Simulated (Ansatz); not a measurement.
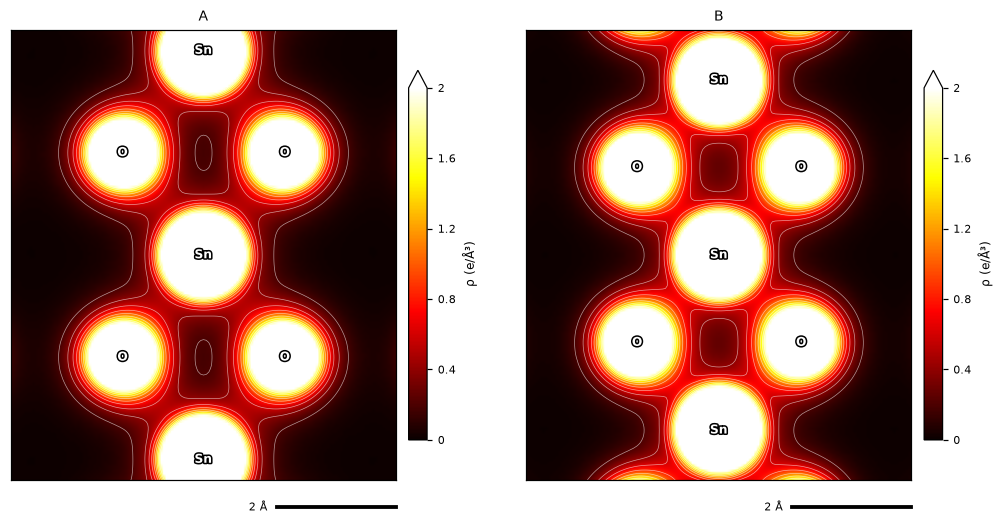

SnO₂. The valence charge density (pseudo) of two cells that differ in size and shape, on the (011) plane of each (indices in the axes of the calculation cell), at one length scale and on one colour scale; one has 12.1 and the other 14.2 Å³ an atom.

Space group R-3m; a point of a scan over the structure, not its minimum; a structure from a database of computed crystals, not necessarily the ambient phase; PAW files of the earlier set (soft_1).

Theory: DFT PBEsol, scalar-relativistic, plane waves, PAW (Ansatz 0.2.0).

The density is the valence pseudo-density of a PAW calculation; it isn't the true density close to the nuclei.

The larger cell:

```yaml
crystal:
  lattice:
    - [3.43010, 1.98037, 4.17763]
    - [-3.43010, 1.98037, 4.17763]
    - [0.00000, -3.96073, 4.17763]
  atoms:
    - { symbol: Sn, position: [0.86468, 0.86468, 0.86468] }
    - { symbol: Sn, position: [0.36482, 0.36482, 0.86482] }
    - { symbol: Sn, position: [0.36482, 0.86482, 0.36482] }
    - { symbol: Sn, position: [0.86482, 0.36482, 0.36482] }
    - { symbol: O, position: [0.12350, 0.62335, 0.62335] }
    - { symbol: O, position: [0.62335, 0.12350, 0.62335] }
    - { symbol: O, position: [0.62335, 0.62335, 0.12350] }
    - { symbol: O, position: [0.60621, 0.60621, 0.60621] }
    - { symbol: O, position: [0.12347, 0.12347, 0.12347] }
    - { symbol: O, position: [0.10609, 0.10609, 0.60624] }
    - { symbol: O, position: [0.10609, 0.60624, 0.10609] }
    - { symbol: O, position: [0.60624, 0.10609, 0.10609] }
```

The smaller cell: a = 5.917 Å, b = 5.917 Å, c = 5.917 Å, α = 59.56°, β = 59.56°, γ = 59.56°.

### Which panel shows the smaller cell, and what does the compression change?

Panel B is the smaller cell, by 15 % in volume. From the larger cell to the smaller, Sn–O goes from 2.19 to 2.01 Å, and the density at its midpoint from 0.52 to 0.72 e/Å³; the pressure goes from −16 to 33 GPa; the Kohn–Sham gap goes from 0.38 eV to 3.5 eV.
